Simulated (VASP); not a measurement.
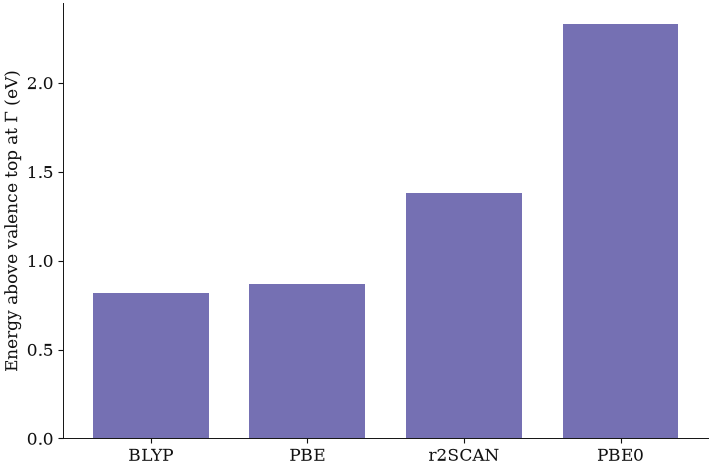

Lowest conduction level at Γ, counted from the valence-band top at Γ, by several methods on one cell of zincblende CdTe, space group F-43m, 2 atoms in the primitive cell; cubic a = 6.410 Å. All runs are without spin-orbit coupling and carry no moments. The cell is at 4 GPa in PBE.

Question: How do the methods rank at Γ?

Answer: From low to high: BLYP 0.82, PBE 0.87, r2SCAN 1.38, PBE0 2.33 eV.

| method | program | Γ (eV) |
| --- | --- | --- |
| BLYP | VASP | 0.82 |
| PBE | VASP | 0.87 |
| r2SCAN | VASP | 1.38 |
| PBE0 | VASP | 2.33 |

Settings. BLYP: BLYP with D4 dispersion, VASP PAW PBE potentials, release 64 (Te, Cd), 7×7×7 k mesh in the self-consistent step, 520 eV cutoff, Gaussian smearing of 0.1 eV (VASP 6.6.1). PBE: VASP PAW PBE potentials, release 64 (Te, Cd), 7×7×7 k mesh, 520 eV cutoff, Gaussian smearing of 0.025 eV (VASP 6.6.1). r2SCAN: VASP PAW PBE potentials, release 64 (Te, Cd), 7×7×7 k mesh, 520 eV cutoff, Gaussian smearing of 0.01 eV (VASP 6.6.1). PBE0: VASP PAW PBE potentials, release 64 (Te, Cd), 4×4×4 k mesh, 520 eV cutoff, Fermi-Dirac smearing of 0.05 eV (VASP 6.6.1).

Spin-orbit coupling is left out, which matters for Te. The cell was derived from a database entry in an earlier step, so it needn't be the measured one. BLYP, r2SCAN and PBE0: the PAW data sets were made with another functional. LDA, GGA and most meta-GGA functionals understate gaps. PBE0: the k mesh is coarse, so the values aren't converged, least of all with exact exchange.
